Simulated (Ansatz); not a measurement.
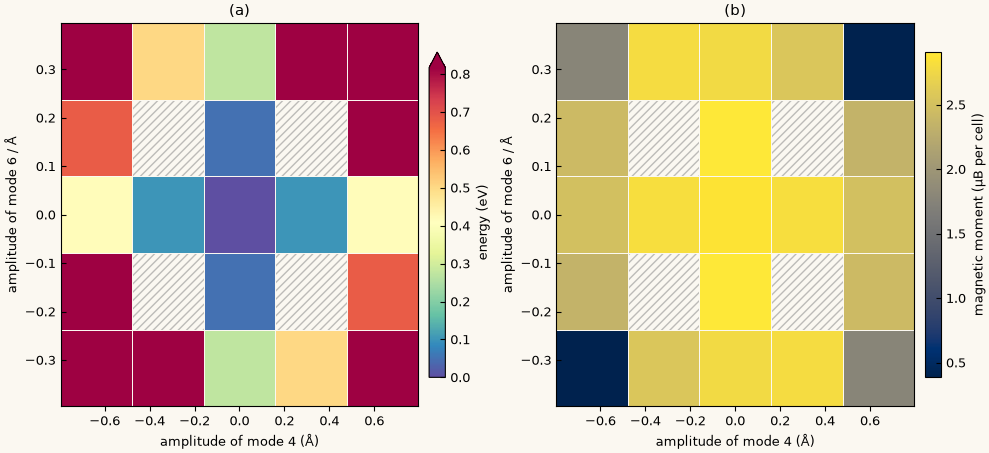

CoO (R-3m, No. 166; 2 atoms in the cell). 
- The energy is mapped over two normal modes frozen in (zone-centre modes of the 2-atom cell of this scan).
- The first coordinate is: amplitude of mode 4 (97 cm⁻¹), largest displacement; the second: amplitude of mode 6 (200 cm⁻¹), largest displacement.
- Nothing is relaxed (the cell and all other modes fixed).
- The scan uses a 5 × 5 grid; 11 points were computed and 10 follow by symmetry. At 4 points there is no value.
- Points are written as (first, second).
- Energies are in eV per cell, from the lowest grid point.
- The magnetic moment jumps between some neighbouring points. The electronic state followed may not be the lowest one.
- Level of theory: Ansatz 0.2.0, DFT PBE, scalar-relativistic, plane waves, PAW. Settings: cutoff 520 eV, k-mesh 18×18×18, gaussian smearing 0.15 eV, spin-polarised.

Panel (a) is the energy; panel (b) is the computed magnetic moment, in μB per cell.

Drawn: one coloured cell a grid point, one colour for all values above the top of the scale, hatched blanks where no value was computed.

How does the magnetic moment vary over the map, and what is it at the lowest grid point?

Answer. It runs from 0.39 μB per cell at (−0.64 Å, −0.316 Å) to 2.91 μB per cell at (0.00 Å, −0.158 Å). At the lowest grid point, (0.00 Å, 0.000 Å), it is 2.87 μB per cell.

```
second ↓, first →  −0.64  −0.32  0.00  0.32  0.64
            0.316   1.77   2.80  2.78  2.56  0.39
            0.158   2.44      –  2.91     –  2.35
            0.000   2.49   2.81  2.87  2.81  2.49
           −0.158   2.35      –  2.91     –  2.44
           −0.316   0.39   2.56  2.78  2.80  1.77
```

PAW datasets: the set soft_1.
